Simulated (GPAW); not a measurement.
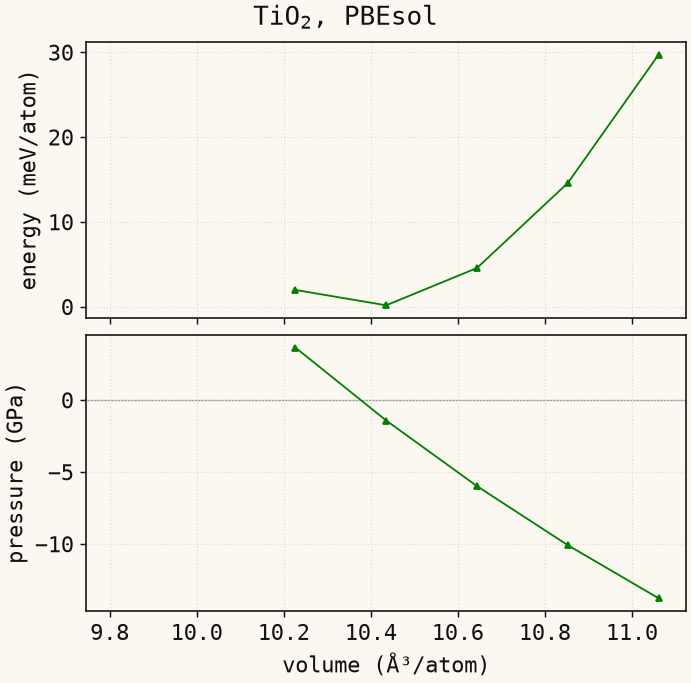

The plot gives the computed energy and pressure against volume for TiO₂, space group P4_2/mnm (No. 136).

Structure:
```yaml
crystal:
  lattice:
    - [4.59984, 0.00000, 0.00000]
    - [0.00000, 4.59984, 0.00000]
    - [0.00000, 0.00000, 2.95921]
  atoms:
    - { symbol: Ti, position: [0.00000, 0.00000, 0.50000] }
    - { symbol: Ti, position: [0.50000, 0.50000, 0.00000] }
    - { symbol: O, position: [0.30432, 0.30432, 0.50000] }
    - { symbol: O, position: [0.19568, 0.80432, 0.00000] }
    - { symbol: O, position: [0.80432, 0.19568, 0.00000] }
    - { symbol: O, position: [0.69568, 0.69568, 0.50000] }
```

Calculation (GPAW 26.7.0): PAW DFT in plane waves, on a grid or in atomic orbitals, no spin polarisation; energies at scaled volumes of the given cell, shape and fractions fixed, counted from the fit's minimum, third-order Birch-Murnaghan fit. Level: PBEsol.

- k mesh: 6×6×9
- occupations: Fermi–Dirac
- smearing width: 0.05 eV
- potentials: PAW data sets made by gpaw setup for the functional
- wave cutoff: 800 eV
- program settings: basis pw

The points at volume 9.81 Å³/atom and 10.02 Å³/atom are left out of the plot. What values does the calculation give there?

| volume (Å³/atom) | energy (meV/atom) | pressure (GPa) |
| --- | --- | --- |
| 9.81 | 27.47 | 15.57 |
| 10.02 | 10.84 | 9.29 |

Caveats: shape and atomic fractions are frozen while scaling, which makes layered, chain and framework solids too stiff.
